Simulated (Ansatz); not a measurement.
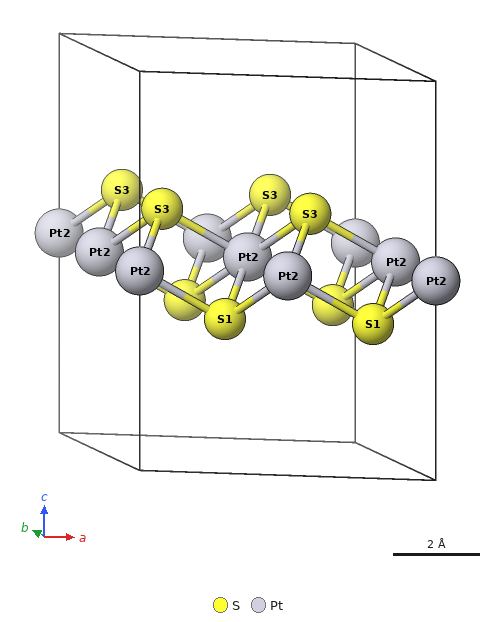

Fig. 1: The structure as given in the input (ball-and-stick view of the 2 × 2 repeat of the cell, with the vacuum cut short, seen slightly off an axis; atoms are numbered from 1 in the order of the input).

## PtS$_{2}$: a changed input and its effect

System: PtS$_{2}$ (slab, 3 atoms in the cell).
Method of the first run: DFT, PBE, dispersion d3bj, plane waves, PAW, PAW set soft_1, no spin polarisation (Ansatz 0.2.0).

The structure derives from an entry of the Crystallography Open Database. Text and figures count atoms from 1; the logs count them from 0 in places.

### The input, the first run
```yaml
crystal:
  lattice:
    - [3.5832742369, 0.0, 0.0]
    - [-1.7916371185, 3.1032065179, 0.0]
    - [0.0, 0.0, 30.8258735492]
  atoms:
    - { symbol: S, position: [0.6666666667, 0.3333333333, 0.4608618265] }
    - { symbol: Pt, position: [0.0, 0.0, 0.5] }
    - { symbol: S, position: [0.3333333333, 0.6666666667, 0.5391381735] }
  periodic: [true, true, false]
kpoints:
  mp_grid: { grid: [9, 9, 1] }
hamiltonian:
  xc: pbe
  pseudopotentials: { kind: paw, azcp: { folder: soft_1 } }
  dispersion: d3bj
scf:
  occupations: { method: gaussian, width: 0.02 }
  algorithm: density_mixing
  mixing: { algorithm: broyden, beta: 0.1, ndim: 8 }
output:
  forces: true
  eigenvalues: true
  stress: true
relax:
  adjacent_minimum: "off"
  f_tol: 0.005
  max_steps: 80
  cell: { stress_2d_tol: 0.02 }
```

Command:
```bash
ansatz run input.yaml --threads 1 --pin off --max-ram 3072MiB --backend cpu --events-out ev --progress --plain --runs-dir out
```

Hardware: 1 thread of Intel Xeon (Sapphire Rapids), 64 GiB of memory available, shared host.

### Output, shortened to warnings, some set-up lines, iterations and results (the first run)
```
Basis set: ecut = 420 eV, 6601 PW (Γ), exchange–correlation on 48×48×432 points (8 copies of the dense FFT grid, shifted against one another)
Symmetry: 12 space group operations
k-points: 12 of 81
Initial density: superposition of atomic densities (neutral atoms: chi_scale 0, normalization atom)
[...]
SCF iter   1: F=—  HF=-14332.099648 eV  |F-HF|=—  |Δ(HF+E_count)|=         —  Δρ=4.12e-2  dr2=7.17e0  ethr=3.10e-3  ⟨swp⟩=17.6  Hψ=2378  notcnv=0
SCF iter   2: F=—  HF=-14331.156599 eV  |F-HF|=—  |Δ(HF+E_count)|=   9.43e-1  Δρ=2.73e-2  dr2=2.21e0  ethr=3.10e-3  ⟨swp⟩=4.4  Hψ=560  notcnv=0  κ⁻¹=1.0e0(r=1)
SCF iter   3: F=—  HF=-14330.789808 eV  |F-HF|=—  |Δ(HF+E_count)|=   3.67e-1  Δρ=1.45e-2  dr2=2.63e-1  ethr=3.10e-3  ⟨swp⟩=4.3  Hψ=583  notcnv=0  κ⁻¹=1.6e-3(r=2)
SCF iter   4: F=—  HF=-14330.758619 eV  |F-HF|=—  |Δ(HF+E_count)|=   3.12e-2  Δρ=6.61e-3  dr2=4.80e-2  ethr=8.76e-4  ⟨swp⟩=4.1  Hψ=504  notcnv=0  κ⁻¹=4.9e-5(r=3)
SCF iter   5: F=—  HF=-14330.756578 eV  |F-HF|=—  |Δ(HF+E_count)|=   2.04e-3  Δρ=3.77e-3  dr2=2.19e-2  ethr=1.60e-4  ⟨swp⟩=3.0  Hψ=432  notcnv=0  κ⁻¹=4.7e-5(r=4)
[... 58 lines ...]
SCF iter  15: F=—  HF=-14330.764659 eV  |F-HF|=—  |Δ(HF+E_count)|=  4.73e-11  Δρ=3.96e-8  dr2=5.98e-12  ethr=1.00e-12  ⟨swp⟩=1.0  Hψ=228  notcnv=0  κ⁻¹=1.7e-6(r=8)
SCF iter  16: F=—  HF=-14330.764659 eV  |F-HF|=—  |Δ(HF+E_count)|=  1.09e-11  Δρ=2.87e-8  dr2=3.85e-12  ethr=1.00e-12  ⟨swp⟩=9.8  Hψ=1494  notcnv=0  κ⁻¹=2.4e-6(r=8)
SCF iter  17: F=-14330.764659 eV  HF=-14330.764659 eV  |F-HF|=3.64e-11  |Δ(HF+E_count)|=  5.46e-12  Δρ=5.92e-9  dr2=1.10e-13  ethr=1.00e-12  ⟨swp⟩=7.9  Hψ=1186  notcnv=0
SCF 5 converged in 17 iterations: F = -14330.764659 eV  dr2 = 1.10e-13
relax step   5: F+E_penalty+E_count = -14330.76465932 eV  Δ(F+E_penalty+E_count) = +3.666e-4 eV  max|allowed force component| = 3.147e-4 eV/Å  Δτ_max = 0.0000 Å  P = -0.000 …
basis re-selected at this cell: Δ(F+E_penalty+E_count) = +3.666e-4 eV, ΔP = -0.000 N/m vs the last step (what re-selecting the basis moved, of the pressure what is left beyond the Pulay correction that the steps carried, after the strain that the cell walked since its last selection, with what the …
SCF converged after 17 iterations
Stability not checked: this state was not tested for a lower state beside it, because the mixer in use, unlike msr1, does not test its closes by its own steps (another_mixer; see scf.mixing.algorithm and scf.lower_state_search)
Free energy (F): -14330.764659 eV
Harris-Foulkes:  -14330.764659 eV  (|F-HF|=3.64e-11)
Internal energy: -14330.764659 eV  (E = F + TS)
E sigma→0 (E₀):  -14330.764659 eV
Fermi energy:    -5.460786 eV
--- Per-component energies (eV) ---
  E_band       = -807.752249
  E_kinetic    = 805.345265
  E_local      = -52148.059928  (includes V_loc(G=0)·N_el)
  E_nonlocal   = 271.799626
  E_hartree    = 25517.605823
  E_xc         = -409.289060
  E_vxc        = -435.666450  (∫ρ·V_xc dr)
  E_paw        = -10700.379686  (= ΣΔE_a)
  E_vpaw       = -336.383545  (= ΣTr[D̂ρ^β])
  E_aug_tail   = 0.001105  (compensation charges beyond the density's cutoff)
  E_ewald      = 22333.039648
  E_disp       = -0.827454  (pairwise vdW)
  E_smearing   = -0.000000  (= −TS)
  E_closure    = 0.000000  (closes the sum)
  Σ components = -14330.764659   (vs F -14330.764659, Δ=0.00e0)
--- Forces (eV/Å), atoms counted from 1 ---
  atom   1  S     -0.00000000    -0.00000000    -0.00031470
  atom   2  Pt     0.00000000     0.00000000     0.00000000
  atom   3  S      0.00000000     0.00000000     0.00031470
  max |Σ_I F_I| component: 2.31e-18 eV/Å
--- 2D stress c σ (N/m, compression-positive) ---
       -0.000052      -0.000000       0.000000
       -0.000000      -0.000052      -0.000000
        0.000000      -0.000000      -0.000000
  P = ½ c Tr σ = -0.0001 N/m
--- Relaxed structure (4 steps of the walk, 4 accepted, 1 SCFs on fresh bases) ---
  F+E_penalty+E_count = -14330.76465932 eV   max|allowed force component| = 3.147e-4 eV/Å   (the final SCF, on the basis selected at the relaxed cell)
  cell:  # Å, volume = 334.8311 Å³
    - [3.5415217590219124, 2.8531085851676843e-11, 6.3775813013308436e-83]
    - [-1.7707608795356649, 3.0670478113540613, -2.1591368296476255e-82]
[...]
```

The input of the second run differs as follows (lines with − go, lines with + come):
```diff
+basis:
+  ecutwfc: 420
-  algorithm: density_mixing
-  mixing: { algorithm: broyden, beta: 0.1, ndim: 8 }
+  write_density: true
+  write_potential: true
+  elf: true
+  volumetric_format: npy
```

Predict how the results change.

The energy doesn't change within 0.01 meV per atom. The SCF takes 33 iterations over all geometry steps against 58.

### Output, shortened to warnings, some set-up lines, iterations and results (the second run)
```
WARN: The output density's exchange-correlation potential varies sharply where the density is thin. Do not read a vacuum level from v_tot or v_xc, or from such a field of the output density. On a cell that repeats whose density bears no net charge and no dipole along the vacuum's axis use v_es (v_loc + v_h of the components); under efield.dipole_correction with no amplitude use v_es + v_field, …
Basis set: ecut = 420 eV, 6601 PW (Γ), exchange–correlation on 48×48×432 points (8 copies of the dense FFT grid, shifted against one another)
Symmetry: 12 space group operations
k-points: 12 of 81
Initial density: superposition of atomic densities (neutral atoms: chi_scale 0, normalization atom)
[...]
SCF iter   1: F=—  HF=-14332.099706 eV  |F-HF|=—  |Δ(HF+E_count)|=         —  Δρ=4.12e-2  dr2=7.17e0  ethr=3.10e-3  ⟨swp⟩=17.6  Hψ=2378  notcnv=0
SCF iter   2: F=—  HF=-14333.270880 eV  |F-HF|=—  |Δ(HF+E_count)|=    1.17e0  Δρ=4.21e-2  dr2=1.22e1  ethr=3.10e-3  ⟨swp⟩=5.7  Hψ=911  notcnv=0
SCF iter   3: F=—  HF=-14330.860193 eV  |F-HF|=—  |Δ(HF+E_count)|=    2.41e0  Δρ=1.22e-2  dr2=6.16e-1  ethr=3.10e-3  ⟨swp⟩=4.5  Hψ=771  notcnv=0
SCF iter   4: F=—  HF=-14330.766957 eV  |F-HF|=—  |Δ(HF+E_count)|=   9.32e-2  Δρ=3.67e-3  dr2=6.61e-2  ethr=2.05e-3  ⟨swp⟩=4.0  Hψ=595  notcnv=0
SCF iter   5: F=—  HF=-14330.753917 eV  |F-HF|=—  |Δ(HF+E_count)|=   1.30e-2  Δρ=1.07e-3  dr2=6.98e-3  ethr=2.20e-4  ⟨swp⟩=4.4  Hψ=558  notcnv=0  defer=1
[... 33 lines ...]
SCF iter   5: F=—  HF=-14330.764659 eV  |F-HF|=—  |Δ(HF+E_count)|=  8.51e-10  Δρ=4.26e-7  dr2=2.98e-10  ethr=1.81e-11  ⟨swp⟩=3.0  Hψ=402  notcnv=0
SCF iter   6: F=—  HF=-14330.764659 eV  |F-HF|=—  |Δ(HF+E_count)|=  2.11e-10  Δρ=1.49e-7  dr2=2.32e-11  ethr=1.00e-12  ⟨swp⟩=3.7  Hψ=500  notcnv=0
SCF iter   7: F=-14330.764659 eV  HF=-14330.764659 eV  |F-HF|=6.55e-11  |Δ(HF+E_count)|=  1.64e-11  Δρ=2.59e-8  dr2=7.15e-13  ethr=1.00e-12  ⟨swp⟩=11.2  Hψ=1772  notcnv=0
SCF 5 converged in 7 iterations: F = -14330.764659 eV  dr2 = 7.15e-13
relax step   5: F+E_penalty+E_count = -14330.76465927 eV  Δ(F+E_penalty+E_count) = +3.666e-4 eV  max|allowed force component| = 4.546e-4 eV/Å  Δτ_max = 0.0000 Å  P = +0.000 …
basis re-selected at this cell: Δ(F+E_penalty+E_count) = +3.666e-4 eV, ΔP = -0.000 N/m vs the last step (what re-selecting the basis moved, of the pressure what is left beyond the Pulay correction that the steps carried, after the strain that the cell walked since its last selection, with what the …
[...]
```

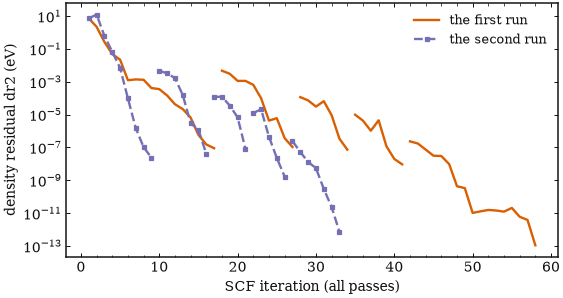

Fig. 2: Convergence of the two runs: density residual dr2 against the SCF iteration. A break in a curve parts two SCF passes. The first run takes 58 iterations in all, and the second run takes 33.

### The two runs side by side

| quantity | the first run | the second run |
| --- | --- | --- |
| outcome | converged | converged |
| free energy per atom (eV) | −4776.9216 | −4776.9216 |
| gap on the mesh (eV) | 1.84 | 1.84 |
| largest force (eV/Å) | 0.000 | 0.000 |
| SCF iterations | 58 | 33 |
| irreducible k-points | 12 | 12 |
| work function (eV) | – | 5.46 |
| wall time (shared host) | 24 s | 22 s |

For both runs: Spin–orbit coupling is left out, which matters for Pt. For the second run: Warnings: the exchange-correlation potential is rough where the density is thin.
